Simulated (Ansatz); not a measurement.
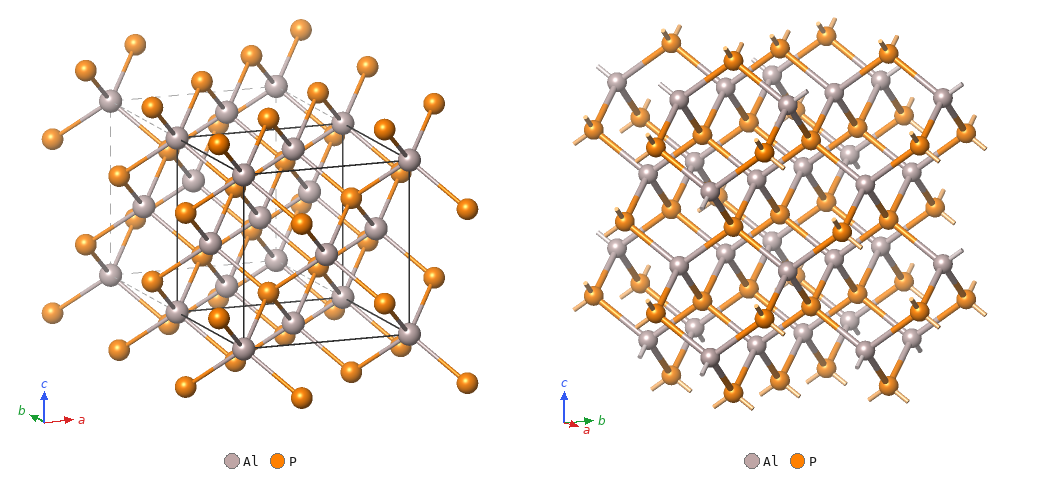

Left: the structure. Right: its underlying net. Nodes are coloured by element. Edges to nodes outside the piece are drawn as stubs.

The compound is AlP (space group F-43m, No. 216), taken as a calculation's input that goes back to an entry of the Crystallography Open Database (an earlier step may have relaxed or displaced it).

Bonds are taken as Al–P below 2.7 Å; no other contact counts. Simplification: prune 0- and 1-connected atoms, fold 2-connected ones into links.

The result is a uninodal 4-connected, three-periodic net: Al and P are 4-connected nodes. It is the dia net, known from diamond, zinc blende and cristobalite. It is a single net, without interpenetration.

```csv
node,links,point symbol,coordination sequence
Al and P,4,6⁶,4 12 24 42 64 92 124 162
```
